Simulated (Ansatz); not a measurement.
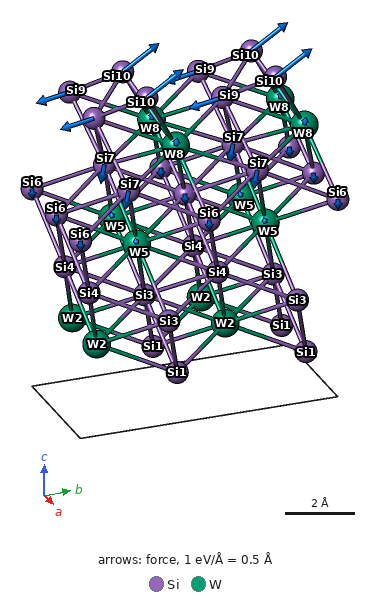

Starting geometry of a slab of composition Si$_{7}$W$_{3}$ (cut from the I4/mmm phase) with the computed forces as blue arrows. Style: ball-and-stick. Shown: the 2 × 2 repeat of the cell, outlined in the plane, without the vacuum, slightly off an axis.

Case: Si put at a hollow W-Si site. The slab is the (1 0 1) face of Si2W with Si on it. 4 atoms are held fixed.

These are results of DFT PBEsol, scalar-relativistic, plane waves, PAW in Ansatz 0.2.0, not measurements. Settings: plane-wave cutoff 420 eV; k-point mesh 10 × 7 × 1; occupations gaussian; smearing width 0.1 eV; no spin polarisation; dipole correction; atoms relaxed in a fixed cell; force threshold 0.03 eV/Å; at most 70 steps.

### Is this structure relaxed? If not, where do the atoms go?

It isn't relaxed: the largest force vector, on Si10, is 2.75 eV/Å. The final displacements follow the starting forces only in part (cosine between the two patterns 0.62). The energy falls by 0.804 eV per cell of the calculation in 9 accepted moves (10 points after the start). The largest force component goes from 2.2 to 0.0033 eV/Å. The line search rejected the trial step at point 6 of the run. Si10 moves most: 0.94 Å at 71° to the normal (+c side). Largest moves by element: Si 0.94 Å, W 0.01 Å. The lattice vectors keep their values. Some distances before and after: Si9–Si10 3.140 → 2.421 Å, Si9–Si10 (another image) 2.226 → 2.811 Å, Si7–Si10 2.827 → 3.405 Å, W8–Si9 2.575 → 2.693 Å. Among the angles between lasting bonds that change: Si7–Si9–W8 107.9° → 100.8°, W8–Si9–W8 120.2° → 115.5°, W8–Si9–W8 76.9° → 73.0°.

Limits of the set-up: the periodic images lie only 3.2 Å apart, so the values are limited by the cell's size.
